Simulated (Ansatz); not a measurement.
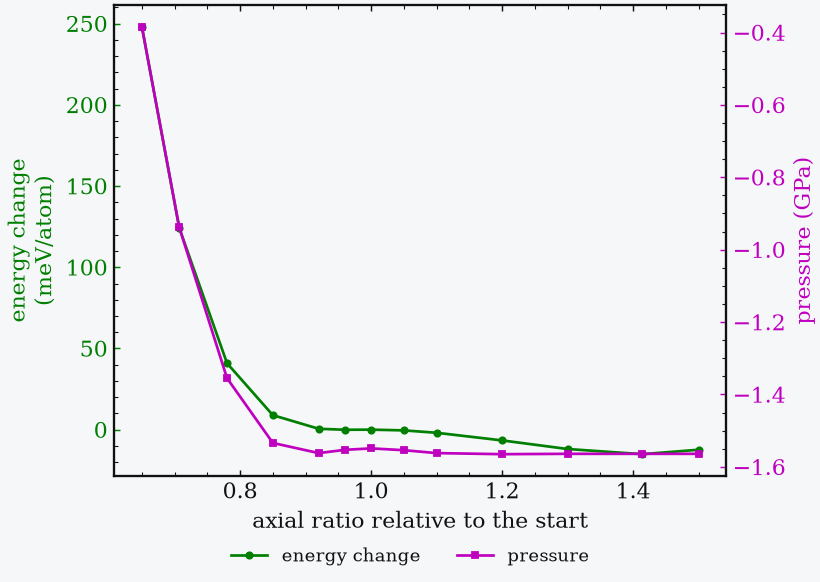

Plotted: energy change and pressure against relative axial ratio for Ca, space group Im-3m (No. 229).

Structure:
```xyz
1
Lattice="-2.2400 2.2400 2.2400 2.2400 -2.2400 2.2400 2.2400 2.2400 -2.2400" Properties=species:S:1:pos:R:3 pbc="T T T"
Ca    0.0000    0.0000    0.0000
```

How it was computed, with Ansatz 0.2.0: deformation of a crystal at fixed volume, lengths along the axis scaled against those across it, fractional coordinates fixed, by plane-wave density functional theory with PAW datasets, free energies less that of the undisturbed cell, pressure positive in compression; scalar-relativistic. Level: PBEsol, no spin polarisation.

wave cutoff 420 eV; k mesh 16×16×16; occupations Gaussian; smearing width 0.15 eV; k shift (0, 0, 0) (mesh steps); start as given; path tetragonal; axis direction (0, 0, 1) (Cartesian unit vector).

Q: Where does the curve of the energy change have its lowest point?

A: The lowest computed point is at relative axial ratio 1.414 (−15 meV/atom).

Q: What does the pressure do across the range?

A: It falls from −0.384 GPa at relative axial ratio 0.650 to −1.564 GPa at 1.500.

Limits of the calculation: reference crystal is not relaxed.
